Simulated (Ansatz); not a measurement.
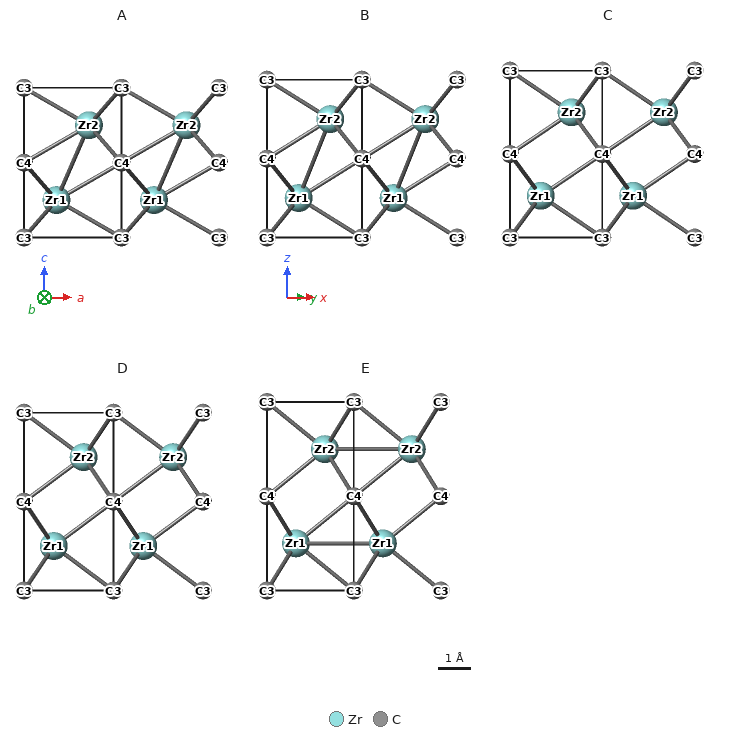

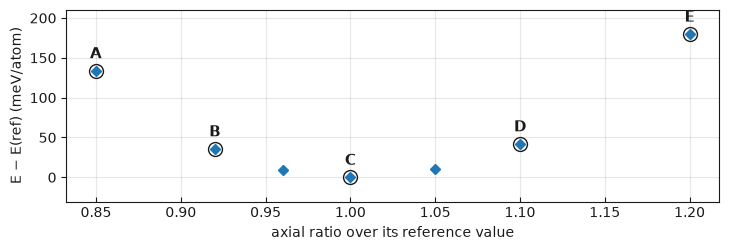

Energy scan for crystalline ZrC (P6_3/mmc), in which the ratio of the cell's length along z to its lengths across, counted as 1 for the reference, is changed at fixed volume (a c/a path), with the atoms kept at their fractional coordinates. x, y and z are the Cartesian axes of the input. The lettered frames are marked on the plot. The picture is a ball-and-stick view of the cell of the calculation, repeated 2 × 2 × 1 with one cell outlined, seen along the b axis.

These are results of DFT PBE, scalar-relativistic, plane waves, PAW (Ansatz 0.2.0), not measurements. Set-up: plane-wave cutoff 420 eV; k-point mesh 18 × 18 × 10; occupations gaussian; smearing width 0.15 eV; no spin polarisation. Energies (free energies at the smearing named) are counted from the relaxed crystal.

What does the scan show?

The lowest computed point lies at the relative ratio 1.00 (0.0 meV/atom). The end points stand at 133.9 meV/atom (0.85) and 179.8 meV/atom (1.20). The distortion keeps the space group P6_3/mmc. At the relative ratio 1.20 the cell of the drawing goes a 3.376 → 3.177 Å, b 3.376 → 3.177 Å, c 5.282 → 5.965 Å.
